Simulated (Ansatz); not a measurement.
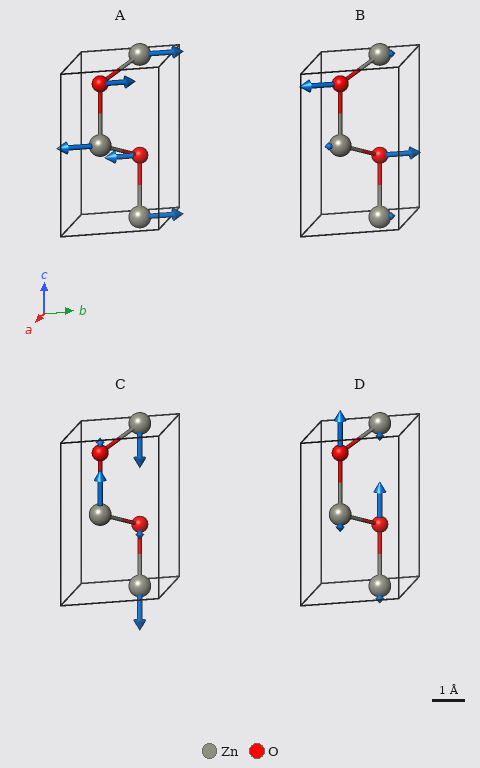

Four optical modes of solid ZnO at the zone centre, in no order (one member of each degenerate set). The blue arrows give the relative displacements of the atoms. Style: ball-and-stick. Shown: the cell of the calculation, slightly off an axis.

Computed with Ansatz, DFT r2SCAN, scalar-relativistic, plane waves, PAW. Set-up: plane-wave cutoff 500 eV; k-point mesh 12 × 12 × 6; occupations gaussian; smearing width 0.05 eV; no spin polarisation.

Frequencies are those without the non-analytic (LO–TO) term.

> Rank the modes by frequency, softest first.

A (92 cm⁻¹), C (259 cm⁻¹), D (376 cm⁻¹), B (430 cm⁻¹). A, E₂: All motion is along b; atoms of one kind move against one another, with no net shift of any sublattice; it mainly bends the O–Zn bonds; the kinetic energy is shared as Zn 86 %, O 14 %. C, B₁: All motion is along c; atoms of one kind move against one another, with no net shift of any sublattice; the kinetic energy is shared as Zn 99 %, O 1 %. D, A₁: The O sublattice moves against the Zn sublattice, along c; it stretches the shortest O–Zn bonds (1.98 Å); the kinetic energy is shared as O 80 %, Zn 20 %. B, E₂: All motion is along b; atoms of one kind move against one another, with no net shift of any sublattice; it stretches the shortest O–Zn bonds (1.97 Å); the kinetic energy is shared as O 86 %, Zn 14 %.
